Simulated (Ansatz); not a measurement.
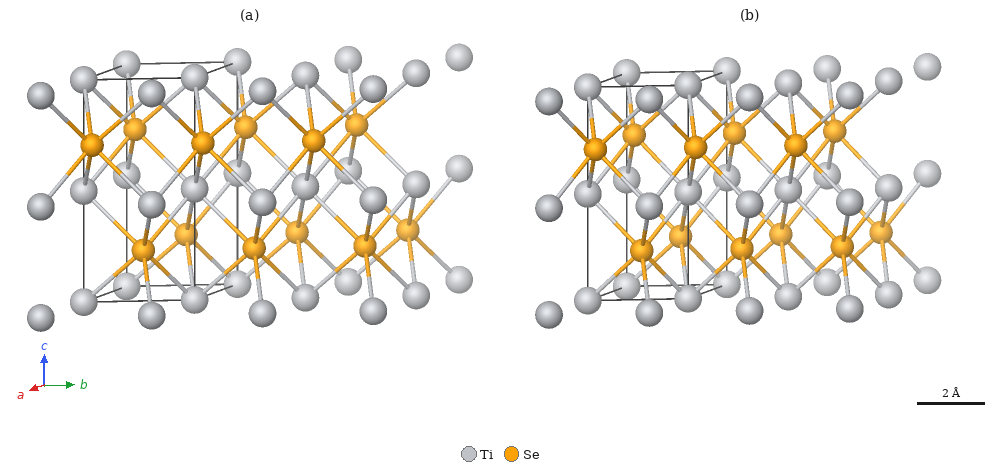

Left: solid TiSe (set up in P6_3/mmc). Right: the same structure after one change, at the same scale. Style: ball-and-stick. Shown: the cell of the calculation, repeated 2 × 3 × 1 with one cell outlined, slightly off an axis.

Method: DFT PBEsol, scalar-relativistic, plane waves, PAW in Ansatz. Set-up: plane-wave cutoff 420 eV; occupations gaussian; smearing width 0.1 eV. The k-mesh is chosen for each cell (12×12×8, 18×18×8). Spin polarisation is switched on in some of the runs only.

The crystal is put under a hydrostatic pressure of 50 GPa. Cell and atoms are relaxed at that pressure.

### How do the computed properties respond?

Cell: a = b 3.358 → 3.038 Å (−9.5 %), c 6.755 → 6.488 Å (−4.0 %). Volume −21.4 %. The atoms keep their places relative to the cell (all moves are under 0.005 Å). Some distances before and after: Se–Ti 2.571 → 2.389 Å. The space group stays P6_3/mmc (No. 194). The energy rises by 444 meV per atom. (The two runs use different k-meshes.) Pressure: 0.0 GPa before, 50.0 GPa after. It is metallic before and after.
